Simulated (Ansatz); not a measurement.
Geometry relaxation of MoSe2 (part 2 of 2)

Continued. System: MoSe2 (P6₃/mmc, 6 atoms in the cell). Method: DFT PBE+D3(BJ), scalar-relativistic, plane waves, PAW, no spin polarisation (Ansatz 0.2.0); cutoff 420 eV, 9×9×2 k-mesh, fixed occupations. The structure derives from an entry of the Crystallography Open Database.

Geometry of the input (Å; fractional positions):
```
3.2767  0.0000  0.0000
-1.6384  2.8377  0.0000
0.0000  0.0000  12.7315
Mo 0.3333  0.6667  0.2500
Mo 0.6667  0.3333  0.7500
Se 0.3333  0.6667  0.6185
Se 0.6667  0.3333  0.1185
Se 0.3333  0.6667  0.8815
Se 0.6667  0.3333  0.3815
```

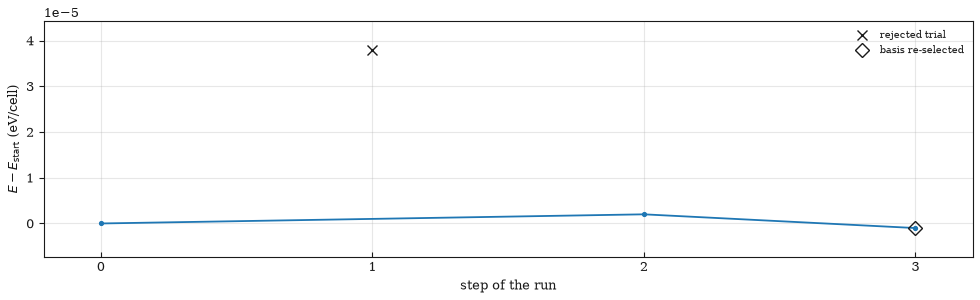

**Figure 1.** Progress of the relaxation, step by step (the first geometry is step 0 here and step 1 in the log). After 2 geometry steps the energy has risen by next to nothing (0.0 meV per cell of the calculation). The largest force component goes from 0.0022 to under 0.0001 eV/Å. Pressure: 0.01 GPa at the start and 0.00 GPa at the end. The line search rejected the trial step at point 1 (counted from 0) and went back. The atoms keep their places (all moves are under 0.005 Å). The cell stays as it was. The space group stays P6_3/mmc (No. 194). A last SCF at the same geometry on a re-selected plane-wave basis shifts the energy by next to nothing (0.0 meV per cell of the calculation). (Atoms are counted from 1 in the order of the input.)

```
basis re-selected at this cell: Δ(F+E_penalty+E_count) = -3.250e-6 eV, ΔP = -0.000 GPa vs the last step (what re-selecting the basis moved, of the pressure what is left beyond the Pulay correction that the steps carried, after the strain that the cell walked since its last selection, with what the two solves' SCF thresholds leave and, on support functions, any second-order correction that the steps lacked; it is no measure of the basis error at this ecutwfc). This SCF's stress stands 8.57e-4 GPa from its target on what of the cell is left free (relax.cell.stress_tol is 1.00e-2 GPa) and its largest allowed force component is 8.16e-5 eV/Å (relax.f_tol is 1.00e-3 eV/Å): within both
SCF converged after 5 iterations
Free energy (F): -31795.173542 eV
Harris-Foulkes:  -31795.173542 eV  (|F-HF|=1.46e-11)
Internal energy: -31795.173542 eV  (E = F + TS)
E sigma→0 (E₀):  -31795.173542 eV
Fermi energy:    12.848222 eV
--- Per-component energies (eV) ---
  E_band       = -1592.711913
  E_kinetic    = 1360.824509
  E_local      = -11457.002633  (includes V_loc(G=0)·N_el)
  E_nonlocal   = -2095.727348
  E_hartree    = 5433.424924
  E_xc         = -786.643258
  E_vxc        = -854.662947  (∫ρ·V_xc dr)
  E_paw        = -14048.312042  (= ΣΔE_a)
  E_vpaw       = 587.009055  (= ΣTr[D̂ρ^β])
  E_aug_tail   = -0.002279  (compensation charges beyond the density's cutoff)
  E_ewald      = -10198.859767
  E_disp       = -2.875647  (pairwise vdW)
  E_smearing   = -0.000000  (= −TS)
  E_closure    = -0.000000  (closes the sum)
  Σ components = -31795.173542   (vs F -31795.173542, Δ=0.00e0)
--- Forces (eV/Å), atoms counted from 1 ---
  atom   1  Mo     0.00000000     0.00000000    -0.00000000
  atom   2  Mo    -0.00000000     0.00000000     0.00000000
  atom   3  Se    -0.00000000    -0.00000000     0.00008156
  atom   4  Se     0.00000000     0.00000000     0.00008156
  atom   5  Se    -0.00000000    -0.00000000    -0.00008156
  atom   6  Se     0.00000000     0.00000000    -0.00008156
  max |Σ_I F_I| component: 9.25e-18 eV/Å
--- Stress (GPa, compression-positive) ---
       -0.000857       0.000000       0.000000
        0.000000      -0.000857       0.000000
        0.000000       0.000000       0.000051
  P = ⅓ Tr σ = -0.0006 GPa (-0.006 kbar)
--- Band table (eV; the first three rows and the last of 24) ---
  k-point 0: bands = ["-48.3480", "-48.3480", "-34.9622", "-34.9622", "-34.9621", "-34.9621", "-34.9618", "-34.9618", "-34.9617", "-34.9617", "-34.9270", "-34.9270", "-34.9265", "-34.9265", "-34.9260", "-34.9260", "-34.9256", "-34.9256", "-34.9132", "-34.9129", "-34.9112", "-34.9108", "-22.5155", "-22.5155", "-22.3135", "-22.3135", "-22.3135", "-22.3135", "-2.0906", "-1.7193", "-1.1829", "-0.6363", "6.2485", "7.5599", "9.2880", "10.3288", "10.3288", "10.3496", "10.3496", "11.3082", "11.3082", "11.3699", "11.3699", "11.6593", "12.1630", "12.8482", "15.3142", "15.3142", "15.4025", "15.4025", "15.4552", "15.4552", "15.7092", "15.7092", "18.2147", "18.7199"]
  k-point 1: bands = ["-48.3480", "-48.3480", "-34.9621", "-34.9621", "-34.9621", "-34.9621", "-34.9618", "-34.9618", "-34.9618", "-34.9618", "-34.9268", "-34.9268", "-34.9268", "-34.9268", "-34.9258", "-34.9258", "-34.9258", "-34.9258", "-34.9131", "-34.9131", "-34.9110", "-34.9110", "-22.5155", "-22.5155", "-22.3135", "-22.3135", "-22.3135", "-22.3135", "-1.9504", "-1.9504", "-0.8668", "-0.8668", "6.7593", "6.7593", "10.3389", "10.3389", "10.3389", "10.3389", "10.4282", "10.4282", "11.3391", "11.3391", "11.3391", "11.3391", "12.6849", "12.6849", "15.3313", "15.3313", "15.3313", "15.3313", "15.6088", "15.6088", "15.6088", "15.6088", "18.5068", "18.5068"]
  k-point 2: bands = ["-48.3451", "-48.3451", "-34.9621", "-34.9620", "-34.9619", "-34.9618", "-34.9616", "-34.9615", "-34.9613", "-34.9612", "-34.9271", "-34.9270", "-34.9266", "-34.9266", "-34.9263", "-34.9261", "-34.9259", "-34.9256", "-34.9130", "-34.9126", "-34.9109", "-34.9106", "-22.5084", "-22.5083", "-22.3464", "-22.3464", "-22.3210", "-22.3210", "-1.9159", "-1.5495", "-1.0748", "-0.5516", "6.4601", "7.7661", "9.1040", "9.8807", "9.9303", "10.4929", "10.5284", "10.6715", "11.0279", "11.1032", "11.3272", "11.7001", "12.2775", "12.5342", "14.9258", "14.9724", "15.0804", "15.1621", "15.1781", "15.4846", "15.5127", "15.6893", "19.0894", "19.5314"]
  k-point 23: bands = ["-48.3197", "-48.3197", "-34.9600", "-34.9600", "-34.9592", "-34.9592", "-34.9590", "-34.9590", "-34.9589", "-34.9589", "-34.9285", "-34.9285", "-34.9277", "-34.9277", "-34.9270", "-34.9270", "-34.9264", "-34.9264", "-34.9107", "-34.9107", "-34.9084", "-34.9084", "-22.5219", "-22.5219", "-22.4876", "-22.4876", "-22.4462", "-22.4462", "0.2202", "0.2202", "0.2802", "0.2802", "7.2797", "7.2797", "7.7509", "7.7509", "8.3879", "8.3879", "8.6490", "8.6490", "9.7028", "9.7028", "10.2176", "10.2176", "12.4146", "12.4146", "14.0227", "14.0227", "14.9025", "14.9025", "15.5579", "15.5579", "16.7706", "16.7706", "19.1595", "19.1595"]
--- Relaxed structure (3 steps of the walk, 2 accepted, 1 SCFs on fresh bases) ---
  F+E_penalty+E_count = -31795.17354236 eV   max|allowed force component| = 8.156e-5 eV/Å   (the final SCF, on the basis selected at the relaxed cell)
  cell:  # Å, volume = 118.4149 Å³
    - [3.277052336818565, 2.7418346608937212e-33, -1.0506116441696623e-20]
    - [-1.6385261684092824, 2.838010573216036, 5.253058220848237e-21]
    - [-4.08211660489949e-20, -3.329158560645245e-34, 12.73236017107136]
  atoms:
    - { symbol: Mo, position: [0.3333333333333333, 0.6666666666666666, 0.24999999999999994] }
    - { symbol: Mo, position: [0.6666666666666666, 0.3333333333333333, 0.7499999999999998] }
    - { symbol: Se, position: [0.3333333333333333, 0.6666666666666666, 0.6185213392195331] }
    - { symbol: Se, position: [0.6666666666666666, 0.3333333333333333, 0.11852133921953316] }
    - { symbol: Se, position: [0.3333333333333333, 0.6666666666666666, 0.8814786607804665] }
    - { symbol: Se, position: [0.6666666666666666, 0.3333333333333333, 0.38147866078046677] }
```

### Trajectory as extended XYZ (Å, eV, eV/Å), 4 frames, from step=1 to step=4
```
6
Lattice="3.2767 0.0000 0.0000 -1.6384 2.8377 0.0000 0.0000 0.0000 12.7315" Properties=species:S:1:pos:R:3:forces:R:3 step=1 energy=-31795.17354 pressure_GPa=0.01
Mo    0.0000    1.8918    3.1829    0.0000   0.0000   0.0000
Mo    1.6384    0.9459    9.5486    0.0000   0.0000   0.0000
Se    0.0000    1.8918    7.8744    0.0000   0.0000   0.0022
Se    1.6384    0.9459    1.5086    0.0000   0.0000   0.0022
Se    0.0000    1.8918   11.2229    0.0000   0.0000  -0.0022
Se    1.6384    0.9459    4.8571    0.0000   0.0000  -0.0022
6
Lattice="3.2780 0.0000 0.0000 -1.6390 2.8389 0.0000 0.0000 0.0000 12.7348" Properties=species:S:1:pos:R:3:forces:R:3 step=2 energy=-31795.17350 pressure_GPa=-0.02 accepted=F
Mo    0.0000    1.8926    3.1837    0.0000   0.0000   0.0000
Mo    1.6390    0.9463    9.5511    0.0000   0.0000   0.0000
Se    0.0000    1.8926    7.8778    0.0000   0.0000  -0.0076
Se    1.6390    0.9463    1.5104    0.0000   0.0000  -0.0076
Se    0.0000    1.8926   11.2244    0.0000   0.0000   0.0076
Se    1.6390    0.9463    4.8570    0.0000   0.0000   0.0076
6
Lattice="3.2771 0.0000 0.0000 -1.6385 2.8380 0.0000 0.0000 0.0000 12.7324" Properties=species:S:1:pos:R:3:forces:R:3 step=3 energy=-31795.17354 pressure_GPa=-0.00
Mo    0.0000    1.8920    3.1831    0.0000   0.0000   0.0000
Mo    1.6385    0.9460    9.5493    0.0000   0.0000   0.0000
Se    0.0000    1.8920    7.8752    0.0000   0.0000   0.0001
Se    1.6385    0.9460    1.5091    0.0000   0.0000   0.0001
Se    0.0000    1.8920   11.2233    0.0000   0.0000  -0.0001
Se    1.6385    0.9460    4.8571    0.0000   0.0000  -0.0001
6
Lattice="3.2771 0.0000 0.0000 -1.6385 2.8380 0.0000 0.0000 0.0000 12.7324" Properties=species:S:1:pos:R:3:forces:R:3 step=4 energy=-31795.17354 pressure_GPa=-0.00
Mo    0.0000    1.8920    3.1831    0.0000   0.0000   0.0000
Mo    1.6385    0.9460    9.5493    0.0000   0.0000   0.0000
Se    0.0000    1.8920    7.8752    0.0000   0.0000   0.0001
Se    1.6385    0.9460    1.5091    0.0000   0.0000   0.0001
Se    0.0000    1.8920   11.2233    0.0000   0.0000  -0.0001
Se    1.6385    0.9460    4.8571    0.0000   0.0000  -0.0001
```

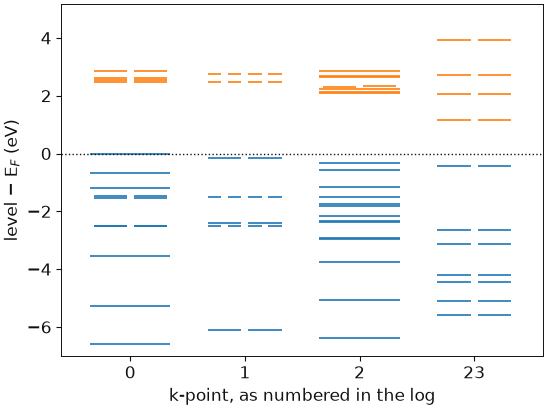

**Figure 2.** Kohn–Sham levels near the Fermi level (dotted) at the few k-points that the log prints; levels within 0.02 eV of each other stand side by side. Among these points the highest filled and lowest empty levels are 1.17 eV apart; the gap on the full mesh, 0.85 eV, has an edge at a point that isn't printed.
